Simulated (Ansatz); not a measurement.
System: zincblende BP, space group F-43m (No. 216), 2 atoms in the primitive cell, in a cell relaxed beforehand; cubic a = 4.491 Å. Here the cell is stretched along z by ±0.5 %, with x and y held, and the atoms are carried along without relaxing. Level of theory: LDA, Ansatz PAW set, no spin polarisation, no spin-orbit coupling, 8×8×8 k mesh, 420 eV cutoff; code Ansatz 0.2.0.

Unstrained, the conduction levels that are followed lie 1.14 eV (Δ) and 1.24 eV (X) above the valence top at Γ.

**How will the band edges respond?**

For each 1 % of strain: +99 meV at Δ [001], −30 meV at Δ [100]/[010], +94 meV at X [001] and −19 meV at X [100]/[010]. For the Δ valleys E[001] − E[100] = Ξu (εzz − εxx), and the splitting is +130 meV for 1 %, so Ξu = 13.0 eV. For the X levels E[001] − E[100] = Ξu (εzz − εxx), and the splitting is +112 meV for 1 %, so Ξu = 11.2 eV. The threefold valence top splits at 99 meV for each 1 % of strain; under tension the single level lies below the pair. With E(single) − E(pair) = 3b (εzz − εxx), b = −3.31 eV.

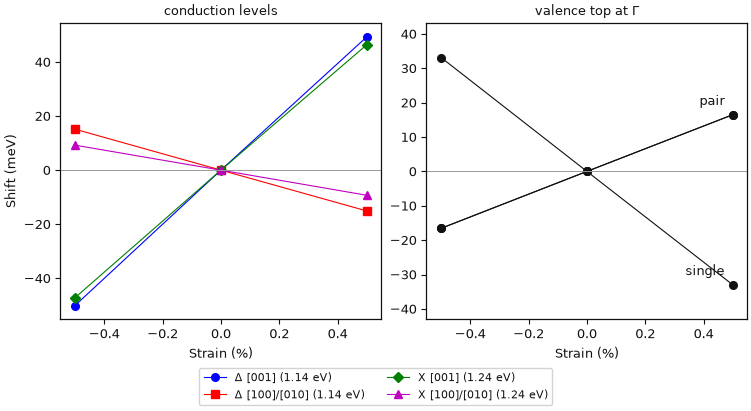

Shifts of the lowest conduction level at the points named, against the centre of the valence top at Γ (unstrained energies in the legend), and the splitting of that top about its centre. Directions are on the cubic axes. Δ is the valley on the line from Γ to X. The lowest empty level at Γ is degenerate or close to the next one, and isn't followed.

The PAW data sets were made with another functional. LDA, GGA and most meta-GGA functionals understate gaps. Spin-orbit coupling, left out here, splits this threefold top even without strain.
